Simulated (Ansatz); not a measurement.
Here is a crystal structure:

Space group P6/mmm (No. 191). a = 2.642 Å, b = 2.642 Å, c = 2.497 Å, α = 90.00°, β = 90.00°, γ = 120.00°
```json
{"atom": "Si", "site": "1a", "symmetry": "6/mmm", "x": "0.0000", "y": "0.0000", "z": "0.0000"}
```

Q: What would you see if this were drawn?

A: The element is silicon. Symmetry: P6/mmm (No. 191), primitive hexagonal lattice. The prototype is simple hexagonal. The cell holds one atom. About every Si there are two Si in a linear arrangement at 2.50 Å. The bonds build Si chains along [001].

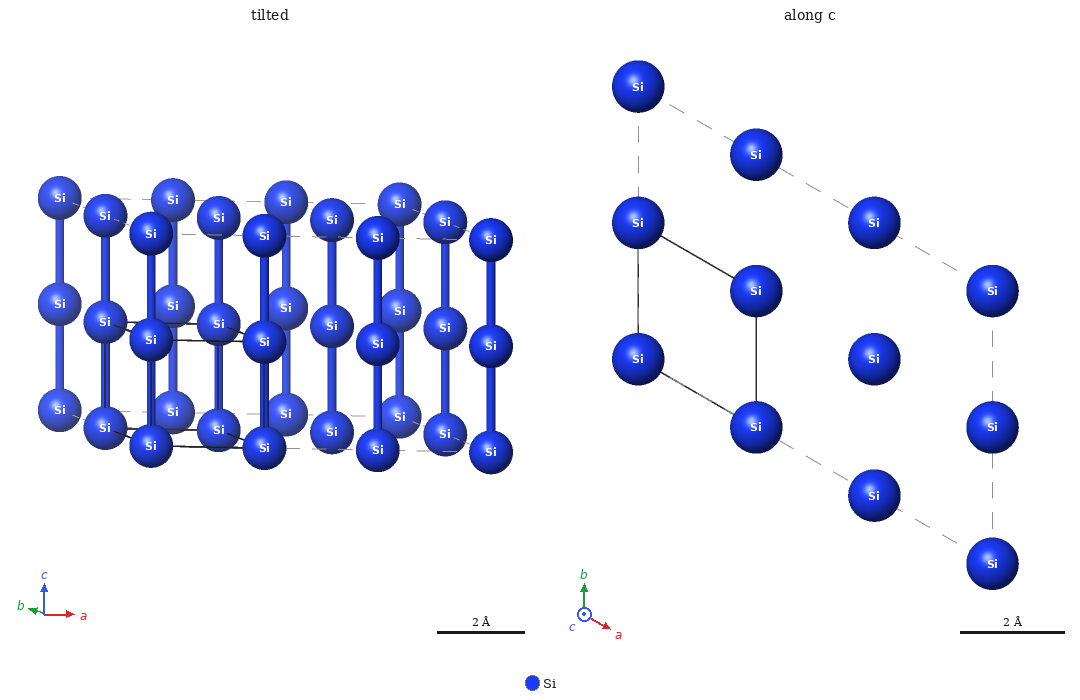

Ball-and-stick model, viewed slightly off an axis and along the c axis. Solid lines give the conventional unit cell, repeated here 3×2×2 times.

Its origin is a structure listed in the Materials Project. Earlier steps of the study may have refined or changed the cell and positions. It went into a calculation with Ansatz.
